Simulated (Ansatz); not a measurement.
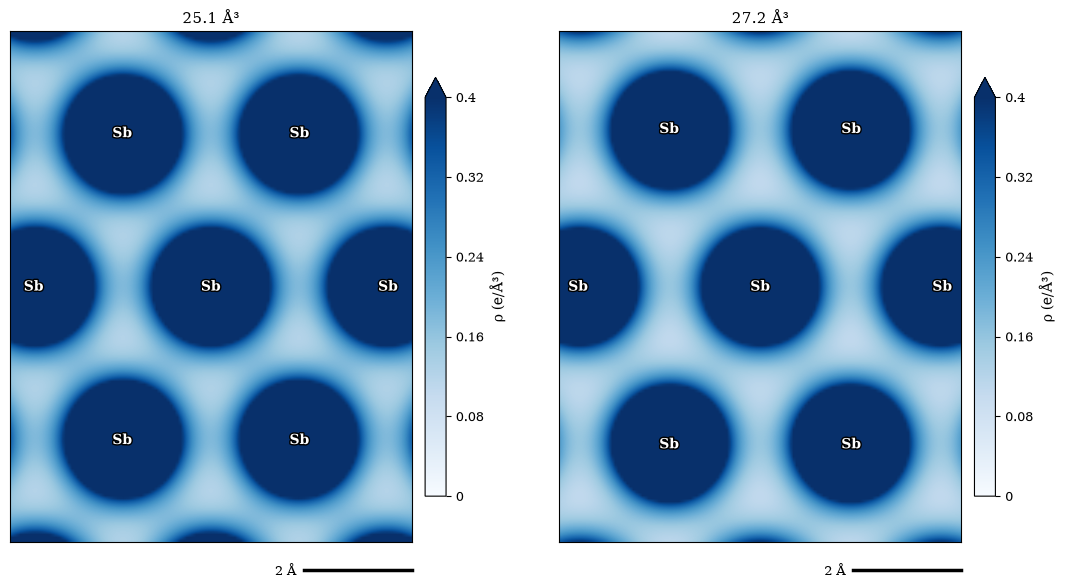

Sb. The valence charge density (pseudo) of cells scaled evenly to different volumes (given per atom above each panel), on the (001) plane of each (indices in the axes of the cell below), at one length scale and on one colour scale.

A structure from a database of computed crystals, not necessarily the ambient phase.

All numbers below come from Kohn-Sham DFT of a periodic cell, LDA, Ansatz PAW (Ansatz 0.2.0).

The density is the valence pseudo-density of a PAW calculation; it isn't the true density close to the nuclei.

The largest cell:

```xyz
2
Lattice="3.3767 0.0000 0.0000 -1.6884 2.9243 0.0000 0.0000 0.0000 5.5064" Properties=species:S:1:pos:R:3 pbc="T T T"
Sb    1.6884    0.9748    4.1298
Sb    0.0000    1.9496    1.3766
```

| volume (Å³/atom) | Sb–Sb contact in the plane (Å) | ρ at its midpoint (e/Å³) | pressure (GPa) | 
| --- | --- | --- | --- |
| 25.05 | 3.286 | 0.179 | 1.4 | 
| 26.65 | 3.355 | ? | ? | 
| 27.19 | 3.377 | 0.156 | −3.8 | 

Question: Estimate the missing row, and compare with the calculation.

Answer: Over the known rows ln ρ falls by 1.51 per Å of Sb–Sb distance (the line through the two), which gives 0.161 e/Å³ at 3.355 Å; the calculation gives 0.161 e/Å³. For the pressure, a straight line in volume between the neighbouring rows gives −2.5 GPa; the calculation gives −2.7.
